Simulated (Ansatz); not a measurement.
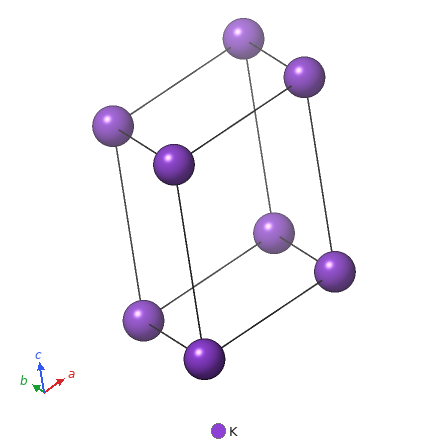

System: K, space group Fm-3m (No. 225). The picture shows the cell.

Starting cell:
```
CELL_PARAMETERS angstrom
0.00000 3.39187 3.39187
3.39187 0.00000 3.39187
3.39187 3.39187 0.00000
ATOMIC_POSITIONS crystal
K 0.00000 0.00000 0.00000
```

How it was computed, with Ansatz 0.2.0: deformation of a crystal at fixed volume, lengths along the axis scaled against those across it, fractional coordinates fixed, by plane-wave density functional theory with PAW datasets, free energies less that of the undisturbed cell, pressure positive in compression; scalar-relativistic. Level: PBE with D3(BJ), no spin polarisation.

wave cutoff 420 eV; k mesh 14×14×14; occupations Gaussian; smearing width 0.15 eV; k shift (0, 0, 0) (mesh steps); start as given; path trigonal; axis direction (0.5774, 0.5774, 0.5774) (Cartesian unit vector).

Describe the result: the energy change and pressure against relative axial ratio. The relative axial ratio takes the values 0.50, 0.60, 0.71, 1.00, 1.41, 2.00.

The energy change is 107 meV/atom at relative axial ratio 0.50 and 435 meV/atom at 2.00; the lowest computed point is at relative axial ratio 1.00 (0 meV/atom), and no other minimum shows. The pressure goes from −0.193 GPa at relative axial ratio 0.50 to 1.498 GPa at 2.00, not monotonically, with a low of −0.400 GPa at 1.00, and changes sign near 1.41.

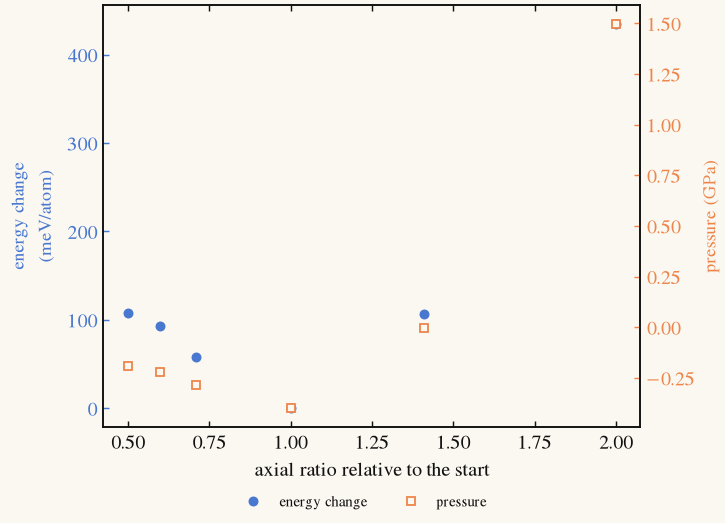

Keep in mind: reference crystal is not relaxed.
